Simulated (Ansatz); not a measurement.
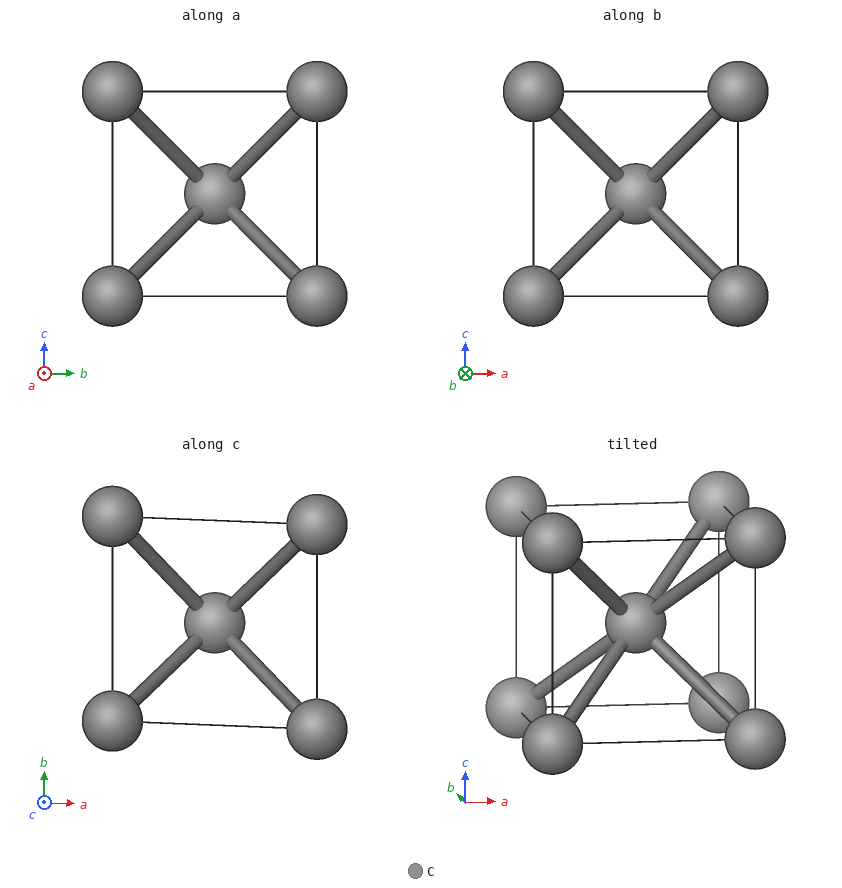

The image is a ball-and-stick drawing of a crystal, viewed along the a axis, along the b axis, along the c axis and slightly off an axis. One drawn cell (a repeat of the simulation cell) is framed, with atoms on its boundary repeated.

Lattice parameters: a = 2.3686 Å, b = 2.3686 Å, c = 2.3681 Å, α = 90.000°, β = 90.000°, γ = 92.292°.

Q: Transcribe the picture into a CIF in P1 with every atom of the cell.

A:
```cif
data_structure
_symmetry_space_group_name_H-M 'P 1'
_symmetry_Int_Tables_number 1
_cell_length_a 2.3686
_cell_length_b 2.3686
_cell_length_c 2.3681
_cell_angle_alpha 90.000
_cell_angle_beta 90.000
_cell_angle_gamma 92.292
_cell_volume 13.28
loop_
_atom_site_label
_atom_site_type_symbol
_atom_site_fract_x
_atom_site_fract_y
_atom_site_fract_z
_atom_site_occupancy
C1 C 0.0000 0.0000 0.0000 1
C2 C 0.5000 0.5000 0.5000 1
```

Its origin is a structure type filled with this element by a generator (whether the element takes this form wasn't checked). The cell was then strained or its atoms displaced on purpose. A calculation with Ansatz used it as input.
